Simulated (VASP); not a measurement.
## Geometry relaxation, with input and output: C (part 3 of 3)

C (P6₃/mmc, 12 atoms in the cell); Kohn-Sham DFT of a periodic cell, BLYP with D4, VASP PAW PBE potentials, recommended, no spin polarisation (VASP 6.6.1); cutoff 600 eV, 12×12×3 k-mesh, fermi-dirac of 0.05 eV. The structure derives from an entry of the Crystallography Open Database.

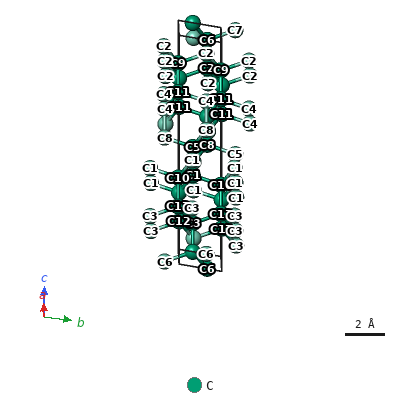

**Figure 1.** The geometry at step 2 of the log (ball-and-stick view of the cell of the calculation, seen at an oblique angle; neighbours outside the cell are drawn fainter; atoms are numbered from 1 in the order of the input).

### Parts of OUTCAR, continued
```
 -----------------------------------------------------------------------------------
    total drift:                                0.000000     -0.000000      0.000000

  FREE ENERGIE OF THE ION-ELECTRON SYSTEM (eV)
  ---------------------------------------------------
  free  energy   TOTEN  =      -105.2209829730 eV

  energy  without entropy=     -105.2209829730  energy(sigma->0) =     -105.22098297

--------------------------------------- Ionic step        5  -------------------------------------------

 number of electron      48.0000001 magnetization

 Free energy of the ion-electron system (eV)
  ---------------------------------------------------
  ext. energy  EPLUGINS =         0.00000000
  ---------------------------------------------------
  free energy    TOTEN  =      -100.24914327 eV

  energy without entropy =     -100.24914327  energy(sigma->0) =     -100.24914327

 E-fermi :  11.0532     XC(G=0): -12.5352     alpha+bet :-17.6382

 val. band max:       10.0679472514   @ k =   0.0000   0.0000   0.0000
 cond. band min:      14.8144052028   @ k =   0.3333   0.0000   0.0000
 fundamental gap:      4.7464579514
 Fermi energy:        11.0532321595

 k-point     1 :       0.0000    0.0000    0.0000
  band No.  band energies     occupation
      1     -11.1904      2.00000
      2     -10.4739      2.00000
      3     -10.4000      2.00000
      4      -8.2619      2.00000
      5      -8.2038      2.00000
      6      -5.5833      2.00000
      7      -3.1022      2.00000
      8       0.7362      2.00000
      9       0.8117      2.00000
     10       6.2743      2.00000
     11       6.2971      2.00000
     12       7.2448      2.00000
     13       7.2448      2.00000
     14       7.7275      2.00000
     15       7.7275      2.00000
     16       7.7767      2.00000
     17       7.7767      2.00000
     18       9.0247      2.00000
     19       9.0247      2.00000
     20       9.1234      2.00000
     21       9.1234      2.00000
     22       9.9327      2.00000
     23      10.0679      2.00000
     24      10.0679      2.00000
     25      15.6209      0.00000
     26      15.6209      0.00000
     27      15.7226      0.00000
     28      16.6911      0.00000
     29      16.6912      0.00000
     30      17.0749      0.00000
     31      17.0767      0.00000

 k-point     2 :       0.0833    0.0000    0.0000
  band No.  band energies     occupation
      1     -11.0205      2.00000
      2     -10.3051      2.00000
      3     -10.2315      2.00000
      4      -8.0979      2.00000
      5      -8.0404      2.00000
      6      -5.4322      2.00000
      7      -2.9472      2.00000
      8       0.8566      2.00000
      9       0.9320      2.00000
     10       6.2670      2.00000
     11       6.2886      2.00000
     12       6.4124      2.00000
     13       6.8751      2.00000
     14       6.9406      2.00000
     15       6.9727      2.00000
     16       7.4087      2.00000
     17       7.4233      2.00000
     18       8.2876      2.00000
     19       8.4060      2.00000
     20       8.7707      2.00000
     21       8.8333      2.00000
     22       9.3756      2.00000
     23       9.6828      2.00000
     24       9.8125      2.00000
     25      15.7193      0.00000
     26      15.9984      0.00000
     27      16.0019      0.00000
     28      16.6333      0.00000
     29      16.9025      0.00000
     30      17.1291      0.00000
     31      17.4397      0.00000

 k-point     3 :       0.1667    0.0000    0.0000
  band No.  band energies     occupation
      1     -10.5125      2.00000
      2      -9.8002      2.00000
      3      -9.7281      2.00000
      4      -7.6082      2.00000
      5      -7.5532      2.00000
      6      -4.9810      2.00000
      7      -2.4958      2.00000
      8       1.1882      2.00000
      9       1.2654      2.00000
     10       4.4512      2.00000
     11       5.0066      2.00000
     12       5.0477      2.00000
     13       5.9946      2.00000
     14       6.0570      2.00000
     15       6.1955      2.00000
     16       6.6289      2.00000
     17       6.6593      2.00000
     18       6.6698      2.00000
     19       7.0019      2.00000
     20       7.7516      2.00000
     21       8.1237      2.00000
     22       8.1326      2.00000
     23       9.0638      2.00000
     24       9.1734      2.00000
     25      15.4813      0.00000
     26      16.0402      0.00000
     27      16.4451      0.00000
     28      16.8926      0.00000
     29      16.9464      0.00000
     30      17.9138      0.00000
     31      18.2173      0.00000

 k-point     4 :       0.2500    0.0000    0.0000
  band No.  band energies     occupation
      1      -9.6731      2.00000
      2      -8.9667      2.00000
      3      -8.8980      2.00000
      4      -6.8025      2.00000
      5      -6.7529      2.00000
      6      -4.2390      2.00000
      7      -1.8168      2.00000
      8       1.4644      2.00000
      9       1.5072      2.00000
     10       2.2936      2.00000
     11       2.8240      2.00000
     12       2.9680      2.00000
     13       4.2778      2.00000
     14       4.3582      2.00000
     15       5.1869      2.00000
     16       5.7538      2.00000
     17       5.7750      2.00000
     18       5.8294      2.00000
     19       6.2526      2.00000
     20       6.6424      2.00000
     21       7.3394      2.00000
     22       7.3615      2.00000
     23       8.2288      2.00000
     24       8.4238      2.00000
     25      15.0628      0.00000
     26      15.6623      0.00000
     27      16.1330      0.00000
     28      17.1960      0.00000
     29      17.6896      0.00000
     30      17.7921      0.00000
     31      17.9867      0.00000

 k-point     5 :       0.3333    0.0000    0.0000
  band No.  band energies     occupation
      1      -8.5182      2.00000
      2      -7.8208      2.00000
      3      -7.7608      2.00000
      4      -5.7071      2.00000
      5      -5.6732      2.00000
      6      -3.2415      2.00000
      7      -1.3766      2.00000
      8      -0.2678      2.00000
      9       0.0835      2.00000
     10       0.7480      2.00000
     11       1.6667      2.00000
     12       1.7598      2.00000
     13       3.0776      2.00000
     14       3.2267      2.00000
     15       3.6950      2.00000
     16       4.4766      2.00000
     17       5.0743      2.00000
     18       5.1396      2.00000
     19       5.6728      2.00000
     20       6.4562      2.00000
     21       6.6724      2.00000
     22       6.7086      2.00000
     23       7.4486      2.00000
     24       7.7814      2.00000
     25      14.8144      0.00000
     26      15.4542      0.00000
     27      15.8407      0.00000
     28      17.1779      0.00000
     29      17.4774      0.00000
     30      17.8763      0.00000
     31      17.9368      0.00000

 [... the levels of 18 k-points are left out ...]

 k-point    24 :       0.3333    0.0000    0.3333
  band No.  band energies     occupation
      1      -8.4369      2.00000
      2      -8.1943      2.00000
      3      -7.2323      2.00000
      4      -6.5281      2.00000
      5      -4.7492      2.00000
      6      -3.7940      2.00000
      7      -0.9259      2.00000
      8      -0.4096      2.00000
      9       0.1565      2.00000
     10       0.7458      2.00000
     11       1.2416      2.00000
     12       2.0506      2.00000
     13       2.5959      2.00000
     14       3.3490      2.00000
     15       4.3054      2.00000
     16       4.5484      2.00000
     17       4.7608      2.00000
     18       5.2463      2.00000
     19       5.5673      2.00000
     20       6.1103      2.00000
     21       6.7793      2.00000
     22       7.2323      2.00000
     23       7.2487      2.00000
     24       7.6317      2.00000
     25      14.9576      0.00000
     26      15.2524      0.00000
     27      16.1385      0.00000
     28      16.6920      0.00000
     29      17.8321      0.00000
     30      17.9986      0.00000
     31      18.1093      0.00000

 [... further k-points ...]

------------------------ aborting loop because EDIFF is reached ----------------------------------------

  DFT-D4 for vdW energy calculation

  Edisp (eV):   -4.97323

  FORCE on cell =-STRESS in cart. coord.  units (eV):
  Direction    XX          YY          ZZ          XY          YZ          ZX
  --------------------------------------------------------------------------------------
  -------------------------------------------------------------------------------------
  Total       0.03210     0.03210    -0.13822     0.00000     0.00000     0.00000
  in kB       0.75426     0.75426    -3.24785     0.00000     0.00000     0.00000
  external pressure =       -0.58 kB  Pullay stress =        0.00 kB

 VOLUME and BASIS-vectors are now :
 -----------------------------------------------------------------------------
  energy-cutoff  :      600.00
  volume of cell :       68.19
      direct lattice vectors                 reciprocal lattice vectors
     2.517746406 -0.000000000  0.000000000     0.397180589  0.229312320  0.000000000
    -1.258873203  2.180432348 -0.000000000    -0.000000000  0.458624640  0.000000000
     0.000000000 -0.000000000 12.420567627    -0.000000000  0.000000000  0.080511618

 POSITION                                       TOTAL-FORCE (eV/Angst)
 -----------------------------------------------------------------------------------
      1.25887      0.72681      4.40782        -0.000000     -0.000000      0.009134
     -0.00000      1.45362     10.61810        -0.000000     -0.000000      0.009134
      1.25887      0.72681      1.80247        -0.000000      0.000000     -0.009134
     -0.00000      1.45362      8.01275         0.000000      0.000000     -0.009134
      1.25887      0.72681      5.95245        -0.000000     -0.000000     -0.005378
     -0.00000      1.45362     12.16273         0.000000     -0.000000     -0.005378
      1.25887      0.72681      0.25783        -0.000000      0.000000      0.005378
     -0.00000      1.45362      6.46812        -0.000000      0.000000      0.005378
     -0.00000     -0.00000     10.09946         0.000000     -0.000000      0.012711
      0.00000     -0.00000      3.88918         0.000000     -0.000000      0.012711
     -1.25887      2.18043      8.53139         0.000000      0.000000     -0.012711
      1.25887      2.18043      2.32111        -0.000000      0.000000     -0.012711
 -----------------------------------------------------------------------------------
    total drift:                               -0.000000      0.000000      0.000000

  FREE ENERGIE OF THE ION-ELECTRON SYSTEM (eV)
  ---------------------------------------------------
  free  energy   TOTEN  =      -105.2223722346 eV

  energy  without entropy=     -105.2223722346  energy(sigma->0) =     -105.22237223

 reached required accuracy - stopping structural energy minimisation
```

### CONTCAR
```
C
   1.00000000000000
     2.5177464059627930   -0.0000000000000000    0.0000000000000000
    -1.2588732029813965    2.1804323478659349   -0.0000000000000000
     0.0000000000000000   -0.0000000000000000   12.4205676266522396
  C
    12
Direct
     0.6666666667000030    0.3333333332999970    0.3548803634359259
     0.3333333332999970    0.6666666667000030    0.8548803634359260
     0.6666666667000030    0.3333333332999970    0.1451196365640741
     0.3333333332999970    0.6666666667000030    0.6451196365640740
     0.6666666667000030    0.3333333332999970    0.4792414053718574
     0.3333333332999970    0.6666666667000030    0.9792414053718574
     0.6666666667000030    0.3333333332999970    0.0207585946281425
     0.3333333332999970    0.6666666667000030    0.5207585946281426
     0.0000000000000000    0.0000000000000000    0.8131239107464486
     0.0000000000000000    0.0000000000000000    0.3131239107464487
     0.0000000000000000    1.0000000000000000    0.6868760892535514
     1.0000000000000000    1.0000000000000000    0.1868760892535513

  0.00000000E+00  0.00000000E+00  0.00000000E+00
  0.00000000E+00  0.00000000E+00  0.00000000E+00
  0.00000000E+00  0.00000000E+00  0.00000000E+00
  0.00000000E+00  0.00000000E+00  0.00000000E+00
  0.00000000E+00  0.00000000E+00  0.00000000E+00
  0.00000000E+00  0.00000000E+00  0.00000000E+00
  0.00000000E+00  0.00000000E+00  0.00000000E+00
  0.00000000E+00  0.00000000E+00  0.00000000E+00
  0.00000000E+00  0.00000000E+00  0.00000000E+00
  0.00000000E+00  0.00000000E+00  0.00000000E+00
  0.00000000E+00  0.00000000E+00  0.00000000E+00
  0.00000000E+00  0.00000000E+00  0.00000000E+00
```

### Trajectory as extended XYZ (Å, eV, eV/Å), 5 frames, from step=0 to step=4
```
12
Lattice="2.5221 0.0000 0.0000 -1.2611 2.1842 0.0000 0.0000 0.0000 12.3557" Properties=species:S:1:pos:R:3:forces:R:3 step=0 energy=-105.20385
C     1.2611    0.7281    4.3760    0.0000   0.0000   0.3151
C     0.0000    1.4561   10.5539    0.0000   0.0000   0.3151
C     1.2611    0.7281    1.8018    0.0000   0.0000  -0.3151
C     0.0000    1.4561    7.9797    0.0000   0.0000  -0.3151
C     1.2611    0.7281    5.9205    0.0000   0.0000  -0.0240
C     0.0000    1.4561   12.0983    0.0000   0.0000  -0.0240
C     1.2611    0.7281    0.2574    0.0000   0.0000   0.0240
C     0.0000    1.4561    6.4352    0.0000   0.0000   0.0240
C     0.0000    0.0000   10.0390    0.0000   0.0000   0.3250
C     0.0000    0.0000    3.8612    0.0000   0.0000   0.3250
C     0.0000    0.0000    8.4945    0.0000   0.0000  -0.3250
C     0.0000    0.0000    2.3167    0.0000   0.0000  -0.3250
12
Lattice="2.5135 0.0000 0.0000 -1.2568 2.1768 -0.0000 0.0000 0.0000 12.4872" Properties=species:S:1:pos:R:3:forces:R:3 step=1 energy=-105.20486
C     1.2568    0.7256    4.4380    0.0000   0.0000  -0.1838
C     0.0000    1.4512   10.6815    0.0000   0.0000  -0.1838
C     1.2568    0.7256    1.8056    0.0000   0.0000   0.1838
C     0.0000    1.4512    8.0492    0.0000   0.0000   0.1838
C     1.2568    0.7256    5.9823    0.0000   0.0000   0.2161
C     0.0000    1.4512   12.2259    0.0000   0.0000   0.2161
C     1.2568    0.7256    0.2613    0.0000   0.0000  -0.2161
C     0.0000    1.4512    6.5049    0.0000   0.0000  -0.2161
C     0.0000    0.0000   10.1617    0.0000   0.0000  -0.3122
C     1.2568    2.1768    3.9181    0.0000   0.0000  -0.3122
C    -1.2568    2.1768    8.5691    0.0000   0.0000   0.3122
C     0.0000    0.0000    2.3255    0.0000   0.0000   0.3122
12
Lattice="2.5178 0.0000 0.0000 -1.2589 2.1805 -0.0000 0.0000 0.0000 12.4214" Properties=species:S:1:pos:R:3:forces:R:3 step=2 energy=-105.22194
C     1.2589    0.7268    4.4070    0.0000   0.0000   0.0588
C     0.0000    1.4537   10.6177    0.0000   0.0000   0.0588
C     1.2589    0.7268    1.8037    0.0000   0.0000  -0.0588
C     0.0000    1.4537    8.0144    0.0000   0.0000  -0.0588
C     1.2589    0.7268    5.9514    0.0000   0.0000   0.0962
C     0.0000    1.4537   12.1621    0.0000   0.0000   0.0962
C     1.2589    0.7268    0.2593    0.0000   0.0000  -0.0962
C     0.0000    1.4537    6.4700    0.0000   0.0000  -0.0962
C     0.0000    0.0000   10.1003    0.0000   0.0000  -0.0267
C     0.0000    0.0000    3.8896    0.0000   0.0000  -0.0267
C     0.0000    0.0000    8.5317    0.0000   0.0000   0.0267
C     0.0000    0.0000    2.3211    0.0000   0.0000   0.0267
12
Lattice="2.5176 -0.0000 0.0000 -1.2588 2.1803 -0.0000 0.0000 -0.0000 12.4191" Properties=species:S:1:pos:R:3:forces:R:3 step=3 energy=-105.22098
C     1.2588    0.7268    4.4093    0.0000   0.0000  -0.0814
C     0.0000    1.4535   10.6188    0.0000   0.0000  -0.0814
C     1.2588    0.7268    1.8003    0.0000   0.0000   0.0814
C     0.0000    1.4535    8.0098    0.0000   0.0000   0.0814
C     1.2588    0.7268    5.9544    0.0000   0.0000  -0.1887
C     0.0000    1.4535   12.1640    0.0000   0.0000  -0.1887
C     1.2588    0.7268    0.2551    0.0000   0.0000   0.1887
C     0.0000    1.4535    6.4647    0.0000   0.0000   0.1887
C     2.5176    0.0000   10.0979    0.0000   0.0000   0.0835
C     0.0000    0.0000    3.8883    0.0000   0.0000   0.0835
C     2.5176    0.0000    8.5308    0.0000   0.0000  -0.0835
C     0.0000    0.0000    2.3212    0.0000   0.0000  -0.0835
12
Lattice="2.5177 -0.0000 0.0000 -1.2589 2.1804 -0.0000 0.0000 -0.0000 12.4206" Properties=species:S:1:pos:R:3:forces:R:3 step=4 energy=-105.22237
C     1.2589    0.7268    4.4078    0.0000   0.0000   0.0091
C     0.0000    1.4536   10.6181    0.0000   0.0000   0.0091
C     1.2589    0.7268    1.8025    0.0000   0.0000  -0.0091
C     0.0000    1.4536    8.0128    0.0000   0.0000  -0.0091
C     1.2589    0.7268    5.9524    0.0000   0.0000  -0.0054
C     0.0000    1.4536   12.1627    0.0000   0.0000  -0.0054
C     1.2589    0.7268    0.2578    0.0000   0.0000   0.0054
C     0.0000    1.4536    6.4681    0.0000   0.0000   0.0054
C     0.0000    0.0000   10.0995    0.0000   0.0000   0.0127
C     0.0000    0.0000    3.8892    0.0000   0.0000   0.0127
C    -1.2589    2.1804    8.5314    0.0000   0.0000  -0.0127
C     1.2589    2.1804    2.3211    0.0000   0.0000  -0.0127
```

The run was set up as follows.

### INCAR
```
SYSTEM = C
AGGAC = 1.0
AGGAX = 1.0
ALDAC = 0.0
ALDAX = 1.0
ALGO = Fast
EDIFF = 1E-7
EDIFFG = -0.02
ENCUT = 600
GGA = B5
IBRION = 2
ISIF = 3
ISMEAR = -1
IVDW = 13
LASPH = .True.
LCHARG = .False.
LREAL = .False.
LWAVE = .False.
NELM = 60
NSW = 60
PREC = Accurate
SIGMA = 0.05
VDW_A1 = 0.44488865
VDW_A2 = 4.0933009
VDW_S6 = 1.0
VDW_S8 = 2.34076671
```

### KPOINTS
```
k-points
0
Gamma
  12 12 3
  0 0 0
```

### POSCAR
```
C
1.0
    2.5221000000      0.0000000000      0.0000000000
   -1.2610500000      2.1842026709      0.0000000000
    0.0000000000      0.0000000000     12.3557000000
C
12
Direct
    0.6666666667      0.3333333333      0.3541700000
    0.3333333333      0.6666666667      0.8541700000
    0.6666666667      0.3333333333      0.1458300000
    0.3333333333      0.6666666667      0.6458300000
    0.6666666667      0.3333333333      0.4791700000
    0.3333333333      0.6666666667      0.9791700000
    0.6666666667      0.3333333333      0.0208300000
    0.3333333333      0.6666666667      0.5208300000
    0.0000000000      0.0000000000      0.8125000000
    0.0000000000      0.0000000000      0.3125000000
    0.0000000000      0.0000000000      0.6875000000
    0.0000000000      0.0000000000      0.1875000000
```

Command:
```bash
cat potpaw_PBE.64/C/POTCAR > POTCAR
mpirun -np 1 vasp_std > vasp.out
```

### Results in brief

- outcome: converged
- space group (tolerance 0.01 Å): P6₃/mmc (194)
- electrons treated: 48
- free energy: −105.2224 eV
- dispersion energy: −4.9732 eV
- Fermi energy: 11.053 eV
- gap on the k-point mesh: 4.75 eV
- pressure: −0.06 GPa
- final volume: 68.19 Å³
- largest force (length of the vector) at the end: 0.013 eV/Å
- final cell: a = 2.518 Å, b = 2.518 Å, c = 12.421 Å, α = 90.00°, β = 90.00°, γ = 120.00°
- hardware: 1 thread of Intel Xeon @ 2.50GHz (Skylake/Cascade Lake), 64 GiB of memory available, shared host
- wall time: 9 min
- peak memory: 0.22 GiB
